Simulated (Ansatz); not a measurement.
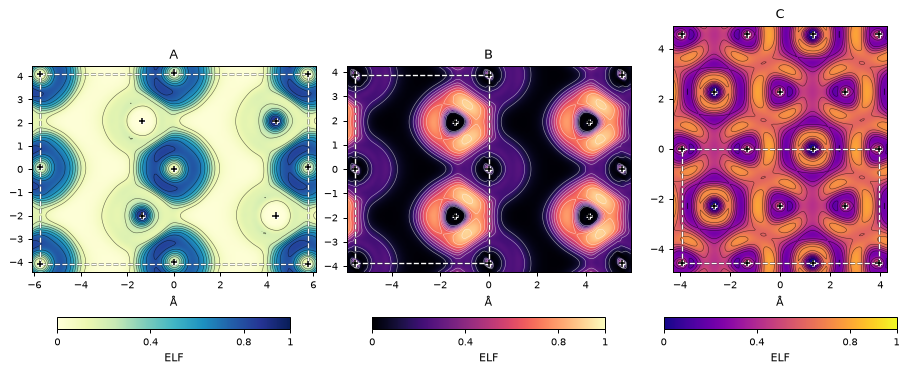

The ELF of 3 systems, each on a plane through atoms (crosses mark nuclei in the plane).

Computed with DFT PBE, scalar-relativistic, plane waves, PAW (Ansatz).

System 1: Si₂W, the (11̄0) plane of the conventional cell. Space group I4/mmm.

```
Si W
1.0
     3.22900    0.00000    0.00000
     0.00000    3.22900    0.00000
     0.00000    0.00000    7.86683
Si W
4 2
Direct
  0.00000 0.00000 0.33457
  0.50000 0.50000 0.83457
  0.00000 0.00000 0.66543
  0.50000 0.50000 0.16543
  0.00000 0.00000 0.00000
  0.50000 0.50000 0.50000
```

System 2: ZnCu₂SnSe₄, the (110) plane of the conventional cell. Space group I-4; a structure from a database of computed crystals, not necessarily the ambient phase; computed without spin polarisation.

System 3: GaP, the (011) plane of the conventional cell. Space group F-43m; a structure from a database of computed crystals, not necessarily the ambient phase.

Which map belongs to which system?

Panel A is system 2, ZnCu₂SnSe₄: the plane holds Zn, Cu and Se. Cu–Se (2.43 Å): the ELF is about 0.50 at the midpoint. Panel B is system 3, GaP: the plane holds Ga and P. Ga–P (2.38 Å): the ELF peaks at about 0.90 in the valence shell of P, 0.8 Å from its nucleus, and is about 0.75 at the midpoint. Panel C is system 1, Si₂W: the plane holds Si and W. Si–W (2.63 Å): the ELF peaks at about 0.75 in the valence shell of Si, 0.9 Å from its nucleus, and is about 0.45 at the midpoint.
